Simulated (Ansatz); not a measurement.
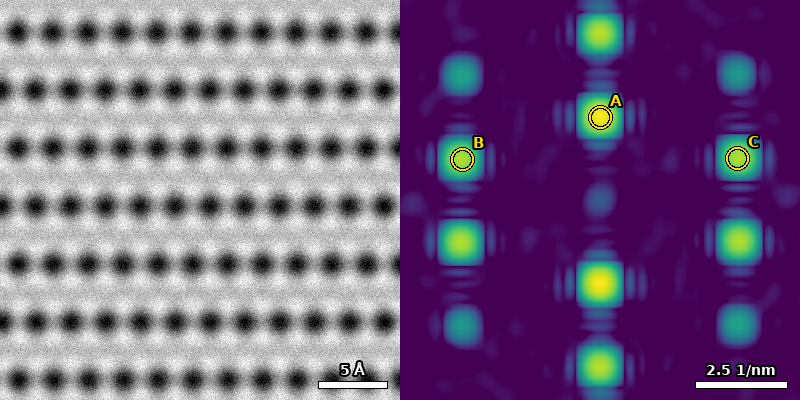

Phase-contrast TEM-like image of a crystal. Simulated in the weak-phase-object approximation with neutral-atom potentials: 200 kV, Cs = 0.50 mm, defocus −425 Å (negative is underfocus), defocus spread 20 Å, aperture 0.51 1/Å. Shot noise was added.

The right panel is the modulus of the image's Fourier transform on a logarithmic scale.

Which lattice spacings do the marked spots stand for, and what angle do A and B enclose?

A: 4.4 Å, B: 2.5 Å, C: 2.5 Å; A and B enclose about 74°.

The crystal is Cs (R-3m, No. 166) along [101]; the spots are (-1 1 1), (-1 -2 1) and (030). Model: coordinates from a relaxation with DFT PBE, scalar-relativistic, plane waves, PAW in Ansatz; the starting structure was generated, so it need not be a known form of this composition.
